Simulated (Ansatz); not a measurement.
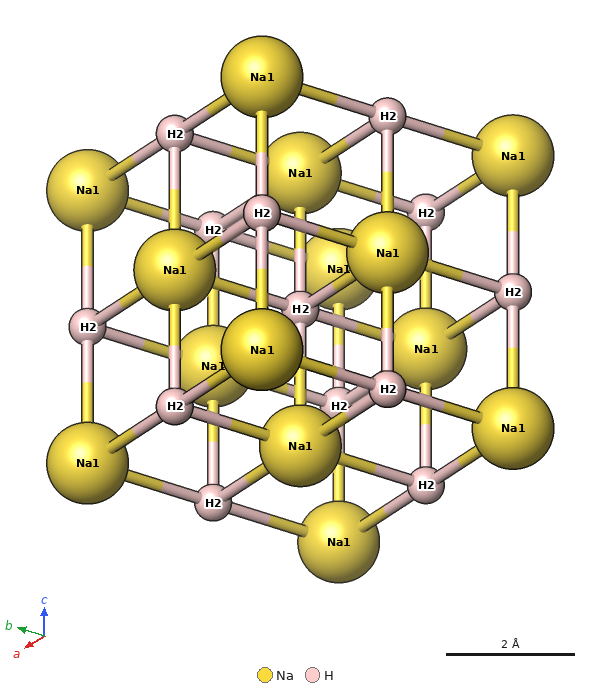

This is solid NaH (built on the rocksalt type) at its r2SCAN-relaxed geometry. Style: ball-and-stick. Shown: the conventional cell (4 times the calculation's cell), from a free direction. Lengths and directions refer to the drawn axes.

All numbers below come from DFT, r2SCAN, plane waves, PAW in Ansatz. Settings: plane-wave cutoff 500 eV; k-point mesh 10 × 10 × 10; occupations fixed; no spin polarisation.

The variant: The cell is strained by +2.5 % along [1 1 0], −2.5 % along [1 −1 0], none along the third axis (volume −0.1 %). The atoms were relaxed with r2SCAN under that strain, and this is a single point on that geometry.

Input file:
```yaml
crystal:
  lattice:
    - [0.0599378072, 2.3975122873, 2.3975122873]
    - [2.3975122873, 0.0599378072, 2.3975122873]
    - [2.4574500944, 2.4574500944, -1.0e-10]
  atoms:
    - { symbol: Na, position: [0.0, 0.0, 0.0] }
    - { symbol: H, position: [0.5, 0.5, 0.5] }
kpoints:
  mp_grid: { grid: [10, 10, 10] }
  band_path:
    path:
      - [0.0, 0.0, 0.0]
      - [0.5, 0.0, 0.5]
      - [0.625, 0.25, 0.625]
      - [0.375, 0.375, 0.75]
      - [0.5, 0.5, 0.5]
      - [0.5, 0.25, 0.75]
      - [0.25, -0.479167, -0.229167]
      - [0.0, 0.0, 0.5]
    npoints: 1
hamiltonian:
  xc: r2scan
scf:
  occupations: { method: fixed }
  n_extra_bands: 4
output:
  forces: true
  stress: true
  eigenvalues: true
  write_density: true
  write_potential: true
  elf: true
  volumetric_format: npy
```

Command:
```bash
ansatz run input.yaml --threads 4 --pin off --max-ram 4608MiB --backend cpu --events-out ev --progress --plain --runs-dir out
```

Predict the response.

It costs 2.6 meV per atom. Pressure: 0.0 GPa before, 0.0 GPa after. The principal stresses (compression positive) are 1.2 GPa along [1 −1 0], −0.1 GPa along c, −1.2 GPa along [1 1 0]. All forces vanish by symmetry. The band gap goes from 4.40 to 4.24 eV. The space group (tolerance 0.01 Å) goes from Fm-3m (No. 225) to Immm (No. 71).

The changed structure in the same view:

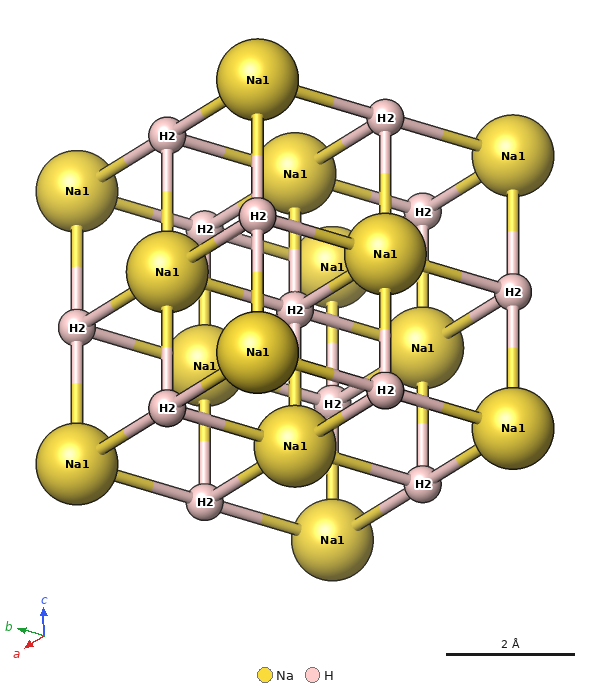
